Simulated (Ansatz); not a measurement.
SiC (Moissanite), computed twice by G0W0.

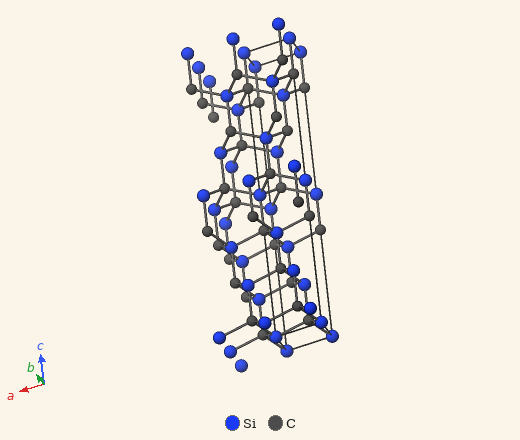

The structure (silicon blue, carbon dark grey). Bonds to atoms that aren't drawn are left out. 2×2×1 cells are drawn. Some periodic images of atoms are drawn too.

Symmetry: P6_3mc, No. 186, hexagonal system. The conventional cell has a = 3.081 Å, b = 3.081 Å, c = 15.125 Å, α = 90.00°, β = 90.00°, γ = 120.00°. Si has 4 C at 1.88 to 1.90 Å nearest. Nearest to Si lie 4 C at 1.89 Å. Nearest to C lie 4 Si at 1.88 to 1.89 Å. C has 4 Si at 1.89 Å nearest. C has 4 Si at 1.89 to 1.90 Å nearest. Farther neighbours are not listed.

```
Si C
1.0
     3.08100    0.00000    0.00000
    -1.54050    2.66822    0.00000
     0.00000    0.00000   15.12480
Si C
6 6
Cartesian
  0.0000 0.0000 0.0000
  0.0000 0.0000 7.5624
  0.0000 1.7788 2.5168
  1.5405 0.8894 10.0792
  1.5405 0.8894 5.0350
  0.0000 1.7788 12.5974
  0.0000 1.7788 0.6231
  1.5405 0.8894 8.1855
  1.5405 0.8894 3.1460
  0.0000 1.7788 10.7084
  0.0000 0.0000 5.6658
  0.0000 0.0000 13.2282
```

The cell and positions come from the Crystallography Open Database and are kept as given unless a step says otherwise.

The first (Ansatz 0.2.0; start PBE with 10 % screened exact exchange, 6×6×2 mesh, 518 empty bands, screening to 150 eV, PAW set soft_1 files; 1 × NVIDIA H100 80GB HBM3 (shared by 6 runs) with 3 threads of AMD EPYC 7R13 (Zen 3), shared host) gave, on its mesh: starting gap 2.36 eV, G0W0 gap 3.01 eV, RPA ε∞ (mean) 6.42, 88 s.

The second gave: starting gap 4.25 eV, G0W0 gap 3.74 eV, RPA ε∞ (mean) 4.60, 2.8 min.

Question: What was changed in the input? Choose among start, files, mesh, bands and cutoff, frequency model or another key.

Changed: start from PBE with 10 % screened exact exchange to PBE with 60 % screened exact exchange. A jump of this size in the start, with ε∞ moving the other way, marks another functional. Other changes could give like numbers; this is the one that was made.

Limits: not at the basis limit.

[Paths, hosts, dates, memory and timing lines, banners, echoed tables and standing remarks are left out of the program output.]

[Logs are printed without paths, hosts, clocks, repeated set-up lines and the standing remarks that a program may print on its own settings, such as how far it seeks lower states.]

[Runs of the session that timed out or met a known fault of the program may be left out.]

[Cells called generated may have been cut or substituted from an entry of the Crystallography Open Database or the Materials Project.]

[Hosts, paths, dates, database ids (printed as entryN), source tags and the programs' standing remarks are cut or masked in the printed files.]
